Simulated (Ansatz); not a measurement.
# Nudged elastic band, with input and output: Ti₅Al₁₅H (part 2 of 2)

Continued. System: Ti₅Al₁₅H (defect cell, 21 atoms in the cell). Method: DFT PBE, scalar-relativistic, plane waves, PAW, no spin polarisation (Ansatz 0.2.0); cutoff 420 eV, 4×4×4 k-mesh, Gaussian smearing of 0.1 eV. The structure derives from a Materials Project entry. It belongs to a series of runs on one base structure; here: climbing-image band for the jump of H by 2.81 A.

Geometry of the input (Å; fractional positions):
```
-5.7680  -1.9227  4.3114
-1.9227  5.7680  -4.3114
1.9227  -5.7680  -4.3114
Ti 0.8010  0.2017  0.6015
Ti 0.3998  0.6015  0.8006
Ti 0.6002  0.4008  0.2017
Ti 0.1991  0.8006  0.4008
Ti 1.0000  0.9994  0.9994
Al 0.3994  0.0976  0.2987
Al 0.0000  0.4945  0.4945
Al 0.2011  0.2987  0.8993
Al 0.7988  0.6981  0.0976
Al 0.6006  0.8993  0.6982
Al 0.7014  0.0491  0.1527
Al 0.2986  0.4513  0.3477
Al 0.5000  0.2508  0.7508
Al 0.1020  0.6439  0.9539
Al 0.8979  0.8518  0.5418
Al 0.5000  0.7508  0.2508
Al 0.1036  0.1527  0.4513
Al 0.3100  0.9539  0.8518
Al 0.8964  0.3477  0.0491
Al 0.6900  0.5418  0.6439
H  0.0000  0.7909  0.7909
```

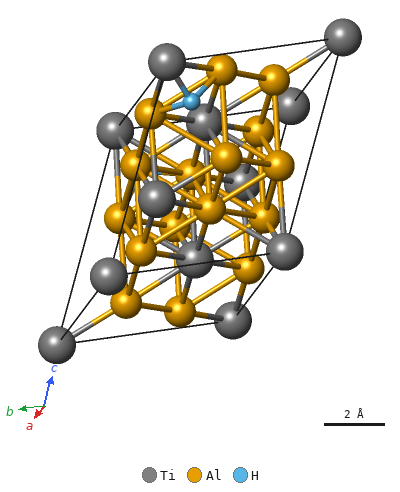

The input geometry (ball-and-stick view of the cell of the calculation, seen at an oblique angle).

Output, continued:
```
  k-point 0: bands = ["-46.9840", "-46.9836", "-46.8584", "-46.8491", "-46.8485", "-23.3195", "-23.3113", "-23.3030", "-23.3019", "-23.2290", "-23.2283", "-23.2081", "-23.2008", "-23.1898", "-23.1854", "-23.1772", "-23.1747", "-23.0936", "-23.0921", "-23.0910", "-0.3740", "1.1235", "1.6478", "1.7415", "2.7976", "3.2719", "3.4566", "3.6663", "3.7447", "4.3601", "4.9520", "5.0902", "5.4077", "5.7240", "6.0012", "6.2086", "6.7288", "7.0090", "7.1045", "7.8467", "7.9824", "8.0474", "8.2885", "8.3277", "8.3832", "8.4574", "8.5512", "8.6908", "8.8740", "9.0284", "9.0928", "9.2278", "9.6716", "9.6797", "10.0480", "10.6091", "10.7365", "10.9123", "10.9717", "11.0217", "11.1394", "11.2108", "11.3280", "11.3768", "11.4742", "11.5579", "11.8229", "11.8801", "11.9922", "12.3201", "12.4030", "12.5303", "12.6554", "12.9982"]
  k-point 1: bands = ["-46.9840", "-46.9836", "-46.8584", "-46.8491", "-46.8485", "-23.3195", "-23.3112", "-23.3033", "-23.3016", "-23.2288", "-23.2284", "-23.2081", "-23.2007", "-23.1903", "-23.1851", "-23.1772", "-23.1748", "-23.0936", "-23.0921", "-23.0910", "0.1152", "0.5788", "1.1872", "1.5197", "2.8643", "3.3048", "3.7865", "4.1619", "4.2650", "4.3529", "4.8017", "5.2715", "5.5310", "5.5560", "5.9847", "6.1803", "6.7906", "7.0497", "7.1186", "7.3293", "7.5557", "7.6682", "8.1470", "8.3256", "8.4089", "8.5142", "8.5821", "8.6775", "9.0979", "9.1835", "9.2493", "9.3317", "9.4195", "9.7476", "9.8305", "10.5646", "10.5973", "10.7264", "10.9859", "11.1175", "11.1487", "11.2195", "11.2636", "11.3397", "11.4606", "11.5408", "12.0167", "12.0733", "12.2292", "12.3512", "12.3788", "12.5291", "12.6102", "12.6881"]
  k-point 2: bands = ["-46.9840", "-46.9836", "-46.8584", "-46.8491", "-46.8485", "-23.3194", "-23.3114", "-23.3032", "-23.3017", "-23.2286", "-23.2286", "-23.2082", "-23.2006", "-23.1901", "-23.1852", "-23.1773", "-23.1747", "-23.0933", "-23.0924", "-23.0911", "-0.3730", "1.1079", "1.6616", "1.7401", "2.9704", "3.2578", "3.3966", "3.5456", "3.7053", "4.2656", "4.9705", "5.2634", "5.4986", "5.6701", "5.7797", "6.3538", "6.7555", "6.9736", "7.0908", "7.8906", "7.9724", "8.0619", "8.2406", "8.2863", "8.3915", "8.4639", "8.5421", "8.7544", "8.9745", "9.0405", "9.0807", "9.2623", "9.6773", "9.6969", "10.0919", "10.5980", "10.7080", "10.8109", "10.9667", "11.0377", "11.0703", "11.2109", "11.3478", "11.3519", "11.4403", "11.5918", "11.8150", "11.9219", "11.9709", "12.3254", "12.4170", "12.5192", "12.6438", "12.7827"]
  k-point 31: bands = ["-46.9840", "-46.9836", "-46.8584", "-46.8491", "-46.8485", "-23.3192", "-23.3117", "-23.3029", "-23.3019", "-23.2289", "-23.2284", "-23.2081", "-23.2008", "-23.1898", "-23.1854", "-23.1772", "-23.1747", "-23.0935", "-23.0921", "-23.0911", "-0.3746", "1.1146", "1.6463", "1.7610", "2.9447", "3.2288", "3.3336", "3.6256", "3.7159", "4.2800", "4.9692", "5.2490", "5.4042", "5.7304", "5.9937", "6.3229", "6.7579", "6.9441", "7.1106", "7.6170", "7.9886", "8.1000", "8.3116", "8.3468", "8.4265", "8.4660", "8.5228", "8.7112", "8.8971", "9.0403", "9.0632", "9.2670", "9.6166", "9.6942", "10.1104", "10.5575", "10.7305", "10.9069", "10.9484", "11.0052", "11.0672", "11.2399", "11.3127", "11.3765", "11.4837", "11.5908", "11.8205", "11.9243", "11.9933", "12.2673", "12.4143", "12.5204", "12.6482", "12.9897"]
this run last wrote the band of iteration 5 to [file]
--- NEB band (7 images, 5 band iterations, 169 SCF iterations) ---
  forward barrier  = 0.980919 eV
  backward barrier = 0.980919 eV
  lagrangian_above_aufbau_ev (what the smearing adds, to first order; not taken off the barriers): saddle image -0.022321 eV, end points -0.019435 and -0.019435 eV
  climbing image's point = of an order that was not read
  energies are F+E_penalty+E_count in eV, relative to image 0
  image     s (Å)  Δ vs image 0  max|band force component| (eV/Å)
      0    0.0000      0.000000                                 —
      1    0.5347      0.142525                          1.096e-2
      2    1.0694      0.501917                          2.083e-2
  *   3    1.6039      0.980919                          1.351e-2
      4    2.1384      0.501917                          2.083e-2
      5    2.6730      0.142525                          1.096e-2
      6    3.2077     -0.000000                                 —
  climbing-image geometry (image 3):
  cell:  # Å, volume = 318.7571 Å³
    - [-5.768020288, -1.9226734293, 4.3114047964]
    - [-1.9226734293, 5.768020288, -4.3114047964]
    - [1.9226734293, -5.768020288, -4.3114047964]
  atoms:
    - { symbol: Ti, position: [0.8014476814796305, 0.200543183705069, 0.6014680208522962] }
    - { symbol: Ti, position: [0.39442886457362436, 0.6041123944779989, 0.8008801302119307] }
    - { symbol: Ti, position: [0.5985523176123281, 0.39945681480764794, 0.19853197831229302] }
    - { symbol: Ti, position: [0.20000000135054138, 0.7999999992946257, 0.40000000057082946] }
    - { symbol: Ti, position: [1.0055711351142846, 0.9958876065403424, 0.9991198703783168] }
    - { symbol: Al, position: [0.40347438852798834, 0.10439352245996045, 0.305224565744098] }
    - { symbol: Al, position: [-0.003474388467647267, 0.49560647995834484, 0.49477543553747083] }
    - { symbol: Al, position: [0.20000000088520534, 0.3000000006124497, 0.9000000004075206] }
    - { symbol: Al, position: [0.7970843007368591, 0.7045540359014156, 0.10358218224991064] }
    - { symbol: Al, position: [0.602915700499155, 0.8954459639864676, 0.6964178201623199] }
    - { symbol: Al, position: [0.6973060439948537, 0.045578269647713415, 0.15226971652346014] }
    - { symbol: Al, position: [0.29930099787136544, 0.448826349519154, 0.34924054021036954] }
    - { symbol: Al, position: [0.5105043258146327, 0.2670667855512978, 0.7476381385275628] }
    - { symbol: Al, position: [0.07667390191454401, 0.6190712862960597, 0.9610648239013264] }
    - { symbol: Al, position: [0.901597359904303, 0.8507199261731957, 0.5483189246701001] }
    - { symbol: Al, position: [0.4984026417037627, 0.749280073561438, 0.2516810768338821] }
    - { symbol: Al, position: [0.1006990042281714, 0.15117365032594293, 0.4507594610807938] }
    - { symbol: Al, position: [0.3233260966120409, 0.9809287128937336, 0.8389351738148666] }
    - { symbol: Al, position: [0.8894956742894436, 0.33293321256022534, 0.05236185937213955] }
    - { symbol: Al, position: [0.7026939572997064, 0.5544217305016648, 0.6477302830827034] }
    - { symbol: H, position: [0.19999999405520585, 0.8000000012252522, 0.8999999975558085] }
```

The last band as extended XYZ (Å, eV, eV/Å):
```
21
Lattice="-5.7680 -1.9227 4.3114 -1.9227 5.7680 -4.3114 1.9227 -5.7680 -4.3114" Properties=species:S:1:pos:R:3:forces:R:3 image=0 energy=-20584.53962
Ti   -3.8513   -3.8459   -0.0100    0.0008   0.0004  -0.0003
Ti   -1.9232   -1.9167   -4.3214    0.0004  -0.0003   0.0001
Ti   -3.8448   -0.0059   -0.0100   -0.0004   0.0007  -0.0005
Ti   -1.9168    1.9232   -4.3214   -0.0003  -0.0004   0.0000
Ti   -5.7681   -1.9227   -4.3064    0.0003   0.0003  -0.0020
Al   -1.9173   -1.9282    0.0134    0.0001  -0.0003  -0.0016
Al    0.0000    0.0000   -4.2640   -0.0001   0.0003   0.0020
Al   -0.0056   -3.8507   -4.2980   -0.0002  -0.0002  -0.0012
Al   -5.7625    1.9281    0.0135    0.0002  -0.0001  -0.0016
Al   -3.8508    0.0056   -4.2980    0.0002   0.0002  -0.0011
Al   -3.8465   -1.9460    2.1538   -0.0001  -0.0007  -0.0003
Al   -1.9215    0.0234   -2.1576   -0.0003   0.0001  -0.0002
Al   -1.9227   -3.8454   -2.1627    0.0001   0.0001   0.0030
Al    0.0073   -1.9840   -6.4487    0.0003  -0.0024   0.0006
Al   -5.7753    0.0614   -2.1371   -0.0002   0.0019  -0.0004
Al   -3.8453    1.9228   -2.1627   -0.0002  -0.0004   0.0030
Al   -0.0234   -1.9215   -2.1576   -0.0003   0.0000   0.0001
Al   -1.9840   -0.0073   -6.4487   -0.0025   0.0000   0.0007
Al   -5.7446   -0.0011    2.1539    0.0000   0.0000  -0.0007
Al   -3.7839   -1.9154   -2.1372    0.0017   0.0007  -0.0002
H    -0.0002   -0.0001   -6.8195    0.0003   0.0003   0.0006
21
Lattice="-5.7680 -1.9227 4.3114 -1.9227 5.7680 -4.3114 1.9227 -5.7680 -4.3114" Properties=species:S:1:pos:R:3:forces:R:3 image=1 energy=-20584.39710
Ti   -3.8522   -3.8432   -0.0050   -0.0197  -0.0123  -0.0063
Ti   -1.9167   -1.9125   -4.3108   -0.0191  -0.0213   0.0023
Ti   -3.8384    0.0029    0.0036   -0.0138  -0.0214  -0.0016
Ti   -1.9167    1.9255   -4.3130   -0.0146  -0.0140  -0.0028
Ti   -5.7729   -1.9347   -4.2921    0.0091   0.0095  -0.0613
Al   -1.9290   -1.9327   -0.0174   -0.0074  -0.0135   0.0210
Al    0.0047    0.0037   -4.2786   -0.0206  -0.0184   0.0112
Al    0.0018   -3.8508   -4.2737   -0.0174  -0.0185   0.0142
Al   -5.7569    1.9304    0.0022   -0.0177  -0.0173   0.0253
Al   -3.8587    0.0027   -4.2578   -0.0133  -0.0089   0.0002
Al   -3.8194   -1.9459    2.1568   -0.0318  -0.0138  -0.0004
Al   -1.9091    0.0249   -2.1464   -0.0150  -0.0032  -0.0025
Al   -1.9473   -3.7997   -2.1598    0.0247  -0.0501   0.0110
Al    0.0555   -2.0428   -6.4318   -0.1047   0.0393   0.0046
Al   -5.7722    0.0464   -2.1322   -0.0141  -0.0006   0.0017
Al   -3.8375    1.9298   -2.1549   -0.0242  -0.0171   0.0041
Al   -0.0009   -1.9118   -2.1528   -0.0191  -0.0148   0.0012
Al   -2.0464    0.0424   -6.4171    0.0449  -0.1029  -0.0058
Al   -5.7048   -0.0222    2.1622   -0.0436   0.0232  -0.0057
Al   -3.8178   -1.8976   -2.1409    0.0154  -0.0247   0.0040
H    -0.3658   -0.3620   -6.8887    0.3019   0.3007  -0.0143
21
Lattice="-5.7680 -1.9227 4.3114 -1.9227 5.7680 -4.3114 1.9227 -5.7680 -4.3114" Properties=species:S:1:pos:R:3:forces:R:3 image=2 energy=-20584.03770
Ti   -3.8484   -3.8437    0.0022   -0.0323  -0.0136   0.0205
Ti   -1.9090   -1.9046   -4.3095   -0.0584  -0.0606   0.1081
Ti   -3.8364    0.0132    0.0117   -0.0206  -0.0186   0.0231
Ti   -1.9150    1.9243   -4.3068   -0.0163  -0.0282   0.0175
Ti   -5.7954   -1.9573   -4.2318   -0.0330  -0.0377   0.0776
Al   -1.9379   -1.9339   -0.0308   -0.0327  -0.0371   0.0195
Al    0.0142    0.0089   -4.2890   -0.0382  -0.0394  -0.0086
Al    0.0042   -3.8456   -4.2843   -0.0261  -0.0344   0.0690
Al   -5.7524    1.9351   -0.0254   -0.0341  -0.0308   0.0515
Al   -3.8607   -0.0039   -4.2496   -0.0358  -0.0185   0.0462
Al   -3.8016   -1.9459    2.1611   -0.0031  -0.0102   0.0268
Al   -1.9077    0.0148   -2.1407   -0.0123   0.0022   0.0283
Al   -1.9898   -3.7614   -2.1677    0.0338  -0.0511   0.0220
Al    0.1581   -2.0982   -6.4334   -0.1573   0.0224   0.1161
Al   -5.7721    0.0338   -2.1319   -0.0155   0.0225   0.0328
Al   -3.8243    1.9327   -2.1547   -0.0105   0.0072   0.0366
Al    0.0050   -1.9096   -2.1518   -0.0113  -0.0069   0.0293
Al   -2.1095    0.1402   -6.4067    0.0315  -0.1655   0.1060
Al   -5.6727   -0.0646    2.1725   -0.0420   0.0232   0.0064
Al   -3.8474   -1.8848   -2.1419    0.0277  -0.0203   0.0335
H    -0.7223   -0.7171   -6.8619    0.4865   0.4956  -0.8619
21
Lattice="-5.7680 -1.9227 4.3114 -1.9227 5.7680 -4.3114 1.9227 -5.7680 -4.3114" Properties=species:S:1:pos:R:3:forces:R:3 image=3 energy=-20583.55870
Ti   -3.8519   -3.8535   -0.0024   -0.0061  -0.0024   0.0015
Ti   -1.8968   -1.8933   -4.3569    0.0004  -0.0050   0.0054
Ti   -3.8388    0.0081    0.0024    0.0061   0.0024  -0.0015
Ti   -1.9227    1.9227   -4.3114    0.0000   0.0000   0.0000
Ti   -5.7939   -1.9520   -4.2659   -0.0004   0.0050  -0.0054
Al   -1.9411   -1.9341   -0.0265   -0.0040  -0.0014   0.0135
Al    0.0184    0.0115   -4.2849    0.0040   0.0014  -0.0135
Al    0.0000   -3.8453   -4.3114    0.0000   0.0000   0.0000
Al   -5.7531    1.9339   -0.0476   -0.0007  -0.0001  -0.0070
Al   -3.8603   -0.0112   -4.2638    0.0007   0.0001   0.0070
Al   -3.8169   -1.9561    2.1534   -0.0050  -0.0038   0.0005
Al   -1.9178   -0.0010   -2.1504   -0.0026   0.0016  -0.0003
Al   -2.0206   -3.7535   -2.1738   -0.0008   0.0068  -0.0010
Al    0.2153   -2.1200   -6.4820    0.0006   0.0079  -0.0008
Al   -5.7819    0.0108   -2.1447   -0.0061   0.0086  -0.0034
Al   -3.8315    1.9119   -2.1667    0.0061  -0.0086   0.0034
Al   -0.0048   -1.9216   -2.1610    0.0026  -0.0016   0.0003
Al   -2.1380    0.1974   -6.4522   -0.0006  -0.0079   0.0008
Al   -5.6701   -0.0919    2.1738    0.0008  -0.0068   0.0010
Al   -3.8738   -1.8893   -2.1534    0.0050   0.0038  -0.0005
H    -0.9613   -0.9613   -6.4671    0.0000   0.0000   0.0000
21
Lattice="-5.7680 -1.9227 4.3114 -1.9227 5.7680 -4.3114 1.9227 -5.7680 -4.3114" Properties=species:S:1:pos:R:3:forces:R:3 image=4 energy=-20584.03770
Ti   -3.8543   -3.8586   -0.0117    0.0206   0.0186  -0.0231
Ti   -1.8953   -1.8881   -4.3910    0.0330   0.0377  -0.0776
Ti   -3.8423   -0.0016   -0.0022    0.0323   0.0136  -0.0205
Ti   -1.9303    1.9210   -4.3160    0.0163   0.0282  -0.0175
Ti   -5.7817   -1.9407   -4.3133    0.0584   0.0606  -0.1081
Al   -1.9369   -1.9315   -0.0224    0.0382   0.0394   0.0086
Al    0.0152    0.0112   -4.2806    0.0327   0.0371  -0.0195
Al   -0.0042   -3.8451   -4.3385    0.0261   0.0344  -0.0690
Al   -5.7527    1.9265   -0.0618    0.0358   0.0185  -0.0462
Al   -3.8609   -0.0124   -4.2860    0.0341   0.0308  -0.0515
Al   -3.8433   -1.9606    2.1419   -0.0277   0.0203  -0.0335
Al   -1.9277   -0.0131   -2.1596    0.0113   0.0069  -0.0293
Al   -2.0179   -3.7807   -2.1725    0.0420  -0.0232  -0.0064
Al    0.1868   -2.0629   -6.5275   -0.0315   0.1655  -0.1060
Al   -5.7891   -0.0100   -2.1567    0.0105  -0.0072  -0.0366
Al   -3.8412    1.8889   -2.1795    0.0155  -0.0225  -0.0328
Al   -0.0150   -1.9374   -2.1707    0.0123  -0.0022  -0.0283
Al   -2.0808    0.1755   -6.5008    0.1573  -0.0224  -0.1161
Al   -5.7009   -0.0839    2.1677   -0.0338   0.0511  -0.0220
Al   -3.8891   -1.8994   -2.1611    0.0031   0.0102  -0.0268
H    -1.2004   -1.2056   -6.0723   -0.4865  -0.4956   0.8619
21
Lattice="-5.7680 -1.9227 4.3114 -1.9227 5.7680 -4.3114 1.9227 -5.7680 -4.3114" Properties=species:S:1:pos:R:3:forces:R:3 image=5 energy=-20584.39710
Ti   -3.8523   -3.8482   -0.0036    0.0138   0.0214   0.0016
Ti   -1.9178   -1.9107   -4.3307   -0.0091  -0.0095   0.0613
Ti   -3.8384   -0.0022    0.0050    0.0197   0.0123   0.0063
Ti   -1.9286    1.9198   -4.3098    0.0146   0.0140   0.0028
Ti   -5.7740   -1.9329   -4.3120    0.0191   0.0213  -0.0023
Al   -1.9274   -1.9264   -0.0328    0.0206   0.0184  -0.0112
Al    0.0063    0.0100   -4.2940    0.0074   0.0135  -0.0210
Al   -0.0018   -3.8399   -4.3491    0.0174   0.0185  -0.0142
Al   -5.7547    1.9200   -0.0536    0.0133   0.0089  -0.0002
Al   -3.8565   -0.0078   -4.3136    0.0177   0.0173  -0.0253
Al   -3.8729   -1.9478    2.1409   -0.0154   0.0247  -0.0040
Al   -1.9217   -0.0109   -2.1586    0.0191   0.0148  -0.0012
Al   -1.9859   -3.8231   -2.1622    0.0436  -0.0232   0.0057
Al    0.1237   -1.9650   -6.5171   -0.0449   0.1029   0.0058
Al   -5.7759   -0.0072   -2.1565    0.0242   0.0171  -0.0041
Al   -3.8411    1.8763   -2.1792    0.0141   0.0006  -0.0017
Al   -0.0136   -1.9475   -2.1650    0.0150   0.0032   0.0025
Al   -1.9782    0.1201   -6.5024    0.1047  -0.0393  -0.0046
Al   -5.7434   -0.0456    2.1598   -0.0247   0.0501  -0.0110
Al   -3.8713   -1.8994   -2.1568    0.0318   0.0138   0.0004
H    -1.5569   -1.5607   -6.0455   -0.3019  -0.3007   0.0143
21
Lattice="-5.7680 -1.9227 4.3114 -1.9227 5.7680 -4.3114 1.9227 -5.7680 -4.3114" Properties=species:S:1:pos:R:3:forces:R:3 image=6 energy=-20584.53962
Ti   -3.8459   -3.8394    0.0100    0.0004  -0.0007   0.0005
Ti   -1.9226   -1.9226   -4.3164   -0.0003  -0.0003   0.0020
Ti   -3.8394    0.0005    0.0100   -0.0008  -0.0004   0.0003
Ti   -1.9286    1.9221   -4.3014    0.0003   0.0004   0.0000
Ti   -5.7675   -1.9286   -4.3014   -0.0004   0.0003  -0.0001
Al   -1.9227   -1.9227   -0.0474    0.0001  -0.0003  -0.0020
Al   -0.0054    0.0056   -4.3248   -0.0001   0.0003   0.0016
Al    0.0056   -3.8400   -4.3248    0.0002   0.0002   0.0012
Al   -5.7626    1.9171   -0.0134   -0.0002  -0.0002   0.0011
Al   -3.8509   -0.0054   -4.3249   -0.0002   0.0001   0.0016
Al   -3.9068   -1.9300    2.1372   -0.0017  -0.0007   0.0002
Al   -1.8993   -0.0011   -2.1538    0.0003   0.0000  -0.0001
Al   -1.9461   -3.8442   -2.1539    0.0000   0.0000   0.0007
Al    0.0614   -1.9154   -6.4855    0.0025   0.0000  -0.0007
Al   -5.7680   -0.0001   -2.1488    0.0002   0.0004  -0.0030
Al   -3.8381    1.8612   -2.1743    0.0002  -0.0019   0.0004
Al   -0.0011   -1.9461   -2.1538    0.0003  -0.0001   0.0002
Al   -1.9300    0.0613   -6.4855   -0.0003   0.0024  -0.0006
Al   -5.7680    0.0000    2.1627   -0.0001  -0.0001  -0.0030
Al   -3.8442   -1.8994   -2.1538    0.0001   0.0007   0.0003
H    -1.9225   -1.9226   -6.1147   -0.0003  -0.0003  -0.0006
```

Summary:

```json
{"quantity": "outcome", "value": "converged"}
{"quantity": "barrier, forward", "value": "0.981 eV"}
{"quantity": "barrier, backward", "value": "0.981 eV"}
{"quantity": "electrons treated", "value": "106"}
{"quantity": "wall time", "value": "20 min (CPU time 50 min)"}
{"quantity": "peak memory", "value": "3.4 GiB"}
```

The order of the saddle point was not checked.
